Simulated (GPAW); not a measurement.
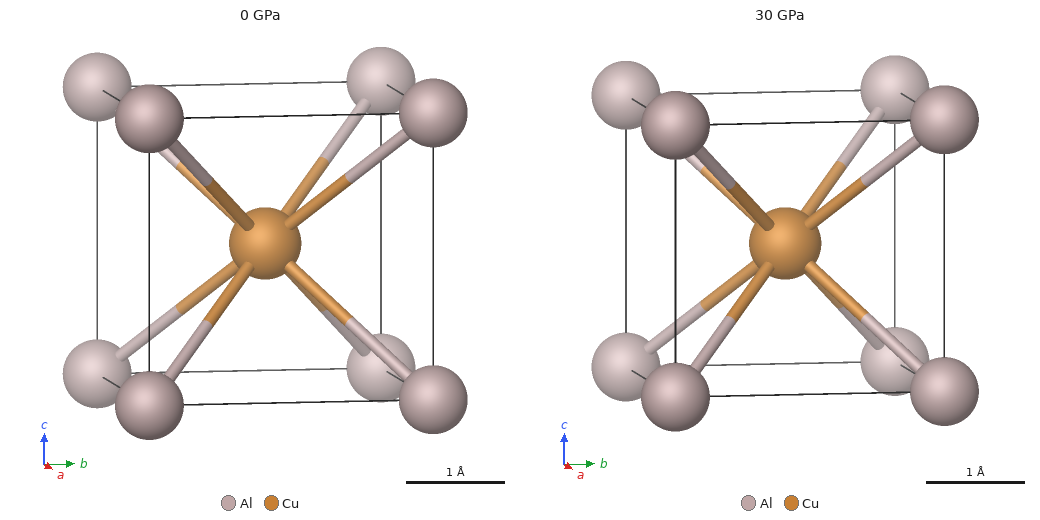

AlCu, caesium chloride (CsCl, B2) type, space group Pm-3m (No. 221), relaxed (cell and atoms) under a series of hydrostatic pressures; the conventional cell is drawn at the lowest and the highest, to one scale (sticks follow a distance rule). The start was a structure listed in the Materials Project. It needn't be the stable form of this composition.

Alike in all runs: GPAW 26.7.0; functional PBEsol; potentials PAW data sets generated in the run's folder for this functional; cutoff 600 eV; k mesh 9 × 9 × 9 on the run's cell of 2 atoms; occupations fermi-dirac, width 0.05 eV; no spin polarisation; no spin-orbit coupling.

| pressure (GPa) | volume (Å³/atom) | a (Å) |
| --- | --- | --- |
| 0.2 | 13.009 | 2.963 |
| 2.0 | 12.829 | 2.949 |
| 4.9 | 12.563 | 2.929 |
| 9.8 | ? | ? |
| 20.0 | 11.557 | 2.849 |
| 30.0 | 11.074 | 2.808 |

**Fit a third-order Birch-Murnaghan equation to the rows given and use it to fill in the volume that is left out.**

The fit gives V0 = 13.02 Å³/atom, B0 = 126 GPa and B0′ = 4.7, which puts the volume at 9.8 GPa at 12.19 Å³/atom. The run gave volume 12.185 Å³/atom; a 2.899 Å.

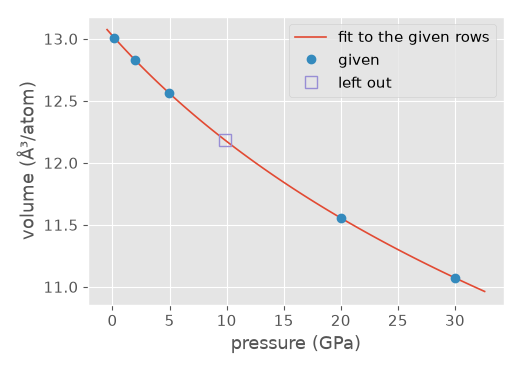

Volume against pressure, with the fit. The structure was kept in its own symmetry, so a change to another phase within this range wouldn't be seen.

Caveat: later steps reuse the first step's grids.
